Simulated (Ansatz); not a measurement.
Consider V4Bi4O15 (cell charge +2, with a compensating background) (cell with a defect).

```
V Bi O
1.0
    -2.58347   -2.58347    5.88750
    -2.58347   -2.58347   -5.88750
     5.16694   -5.16694    0.00000
V Bi O
4 4 15
Direct
  0.04300 0.12170 0.46577
  0.49401 0.48160 0.99376
  0.48405 0.96950 0.74237
  0.00610 0.49401 0.24440
  0.99942 0.96452 0.97346
  0.51067 0.50238 0.49455
  0.50657 0.96782 0.23439
  0.98612 0.47026 0.77399
  0.29077 0.13344 0.43480
  0.45867 0.60474 0.19781
  0.20340 0.84968 0.79823
  0.75662 0.42713 0.31991
  0.60838 0.23903 0.69492
  0.13637 0.76206 0.19695
  0.86022 0.97265 0.30647
  0.34185 0.48499 0.80909
  0.61245 0.93004 0.93272
  0.11862 0.41036 0.44022
  0.95385 0.07769 0.68623
  0.40241 0.21951 0.04797
  0.49524 0.83489 0.54400
  0.98260 0.34199 0.05109
  0.77129 0.60646 0.92319
```

Computed without spin polarisation.

Theory: Ansatz 0.2.0, DFT PBE, scalar-relativistic, plane waves, PAW.

Question: What will maps of the valence pseudo-density and electron localisation function show?

Answer: Bi–O (2.21 Å): the density is about 0.58 e/Å³ at the midpoint; the ELF peaks at about 0.80 in the valence shell of O, 0.6 Å from its nucleus, and drops to about 0.25 between the two atoms: no shared electron pair shows on this line.
V–O (1.73 Å): ρ at the midpoint is about 1.3 e/Å³; the ELF peaks at about 0.80 in the valence shell of O, 0.5 Å from its nucleus, and is about 0.30 at the midpoint (no shared electron pair shows on this line).

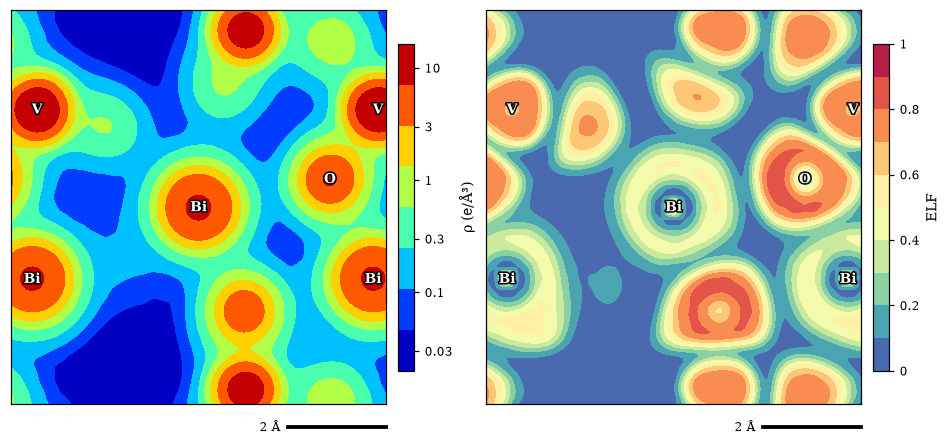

Computed valence pseudo-density and electron localisation function on the (100) plane of the calculation cell, in this order. Atoms just off the plane (V, 0.3 Å away and O, 0.3 Å away) can leave unmarked features too.

Core electrons are frozen (PAW), and the valence fields are smoothed inside the atomic spheres.
